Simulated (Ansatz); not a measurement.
Consider Al17P15 (cell with a defect).

```
Al P
1.0
    -5.50734    5.50734   -5.50734
     5.50734   -5.50734   -5.50734
    -5.50734   -5.50734    5.50734
Al P
17 15
Direct
  0.50000 0.26695 0.25000
  0.25265 0.25126 0.50126
  0.99862 0.24735 0.74862
  0.76695 0.00000 0.25000
  0.75126 0.25126 0.00265
  0.50000 0.00000 0.51695
  0.24874 0.00000 0.75138
  0.00138 0.74874 0.25000
  0.00138 0.00000 0.99874
  0.75126 0.75265 0.50126
  0.50000 0.74874 0.75138
  0.24874 0.50138 0.25000
  0.23305 0.73305 0.98305
  0.99862 0.49862 0.49735
  0.74735 0.49862 0.74862
  0.50000 0.50138 0.99874
  0.50000 0.00000 0.25000
  0.24642 0.00000 0.50206
  0.00000 0.00000 0.75000
  0.75206 0.74642 0.25000
  0.75206 0.00000 0.99642
  0.50000 0.74642 0.50206
  0.24794 0.74794 0.74436
  0.00000 0.50000 0.25000
  0.99436 0.74794 0.99794
  0.75358 0.50564 0.50358
  0.50000 0.50000 0.75000
  0.24642 0.25206 0.25000
  0.24794 0.49436 0.99794
  0.00564 0.25358 0.50358
  0.75358 0.25358 0.75564
  0.50000 0.25206 0.99642
```

Computed with DFT PBE, scalar-relativistic, plane waves, PAW (Ansatz).

What will maps of the valence pseudo-density and electron localisation function show?

Answer. Al–P (2.38 Å): the density is about 0.5 e/Å³ at the midpoint; the ELF peaks at about 0.95 between the atoms.
Al–Al (2.55 Å): ρ is about 0.33 e/Å³ halfway; the ELF peaks at about 0.95 between the atoms.

Metal or insulator at this level of theory?

Answer. It is gapless in this calculation (a metal or semimetal).

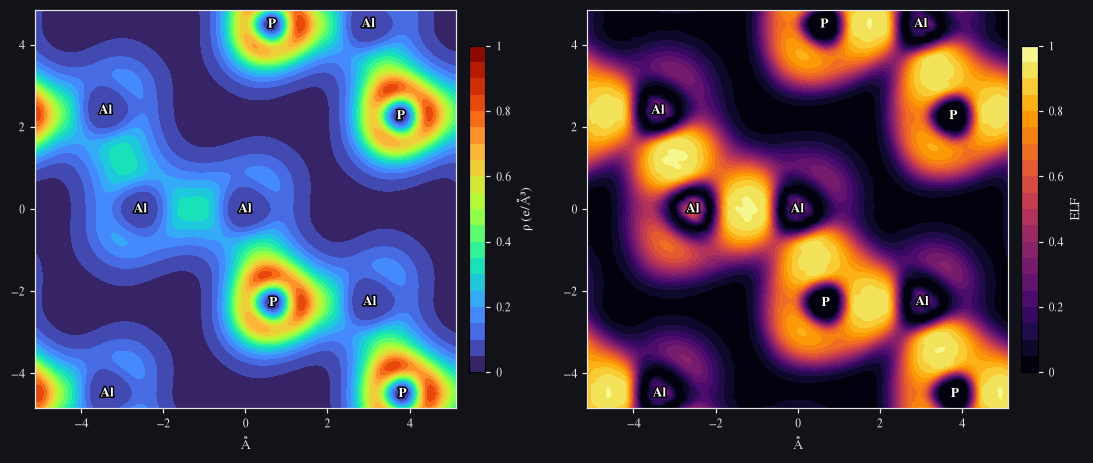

Computed valence pseudo-density and electron localisation function on the (100) plane of the calculation cell, in this order. 

The density is the valence pseudo-density of a PAW calculation; it isn't the true density close to the nuclei.
